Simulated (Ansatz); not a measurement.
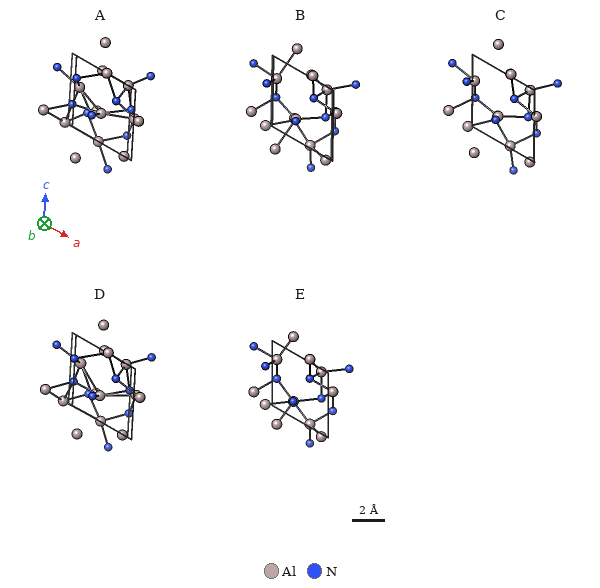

5 geometries from one relaxation of solid AlN (a generated structure, set up in I-4) (coarse preliminary run), in shuffled order. Style: ball-and-stick. Shown: the cell of the calculation, along the b axis.

Method: Ansatz 0.2.0, DFT PBE, scalar-relativistic, plane waves, PAW. Settings: plane-wave cutoff 420 eV; k-point mesh 6 × 6 × 6; occupations gaussian; smearing width 0.1 eV; no spin polarisation; cell and atoms relaxed; force threshold 0.04 eV/Å; at most 70 steps.

Question: Order the frames from highest to lowest energy.

Answer: E, B, C, D, A. They are steps 0, 2, 3, 7, 15, at +1442 meV per atom, +263 meV per atom, +212 meV per atom, +113 meV per atom relative to the last. The energy falls by 1442 meV per atom in 11 accepted moves (15 points after the start). Largest force component: 9.6 eV/Å at the start, 0.029 eV/Å at the end. The pressure goes from 98.05 to 0.18 GPa. The line search rejected the trial steps at points 9, 11 of the run. At 2 points the geometry stayed and the basis and grid were re-selected for the new cell (energy shift of 24.9 meV per atom at most each time). The largest moves relative to the cell, 0.73 Å, are those of Al atoms. By element the largest moves are Al 0.73 Å, N 0.65 Å. The volume changes by +24.6 %, with a = b = c 4.418 → 4.776 Å (+8.1 %), α 109.4° → 105.7°, β 109.4° → 105.7°, γ 109.7° → 117.3°. Some distances before and after: Al–Al 1.835 → 3.314 Å, Al–N 2.958 → 2.004 Å, Al–Al 3.140 → 2.599 Å, N–N 1.835 → 2.234 Å. Bonds break: Al–Al (1.83 → 3.31 Å). Bond angles that change, for instance: Al–N–Al 94.5° → 144.5°, Al–N–Al 119.3° → 82.1°, N–Al–N 119.3° → 154.8°. The space group (tolerance 0.01 Å) goes from I-4 (No. 82) to I-42m (No. 121).
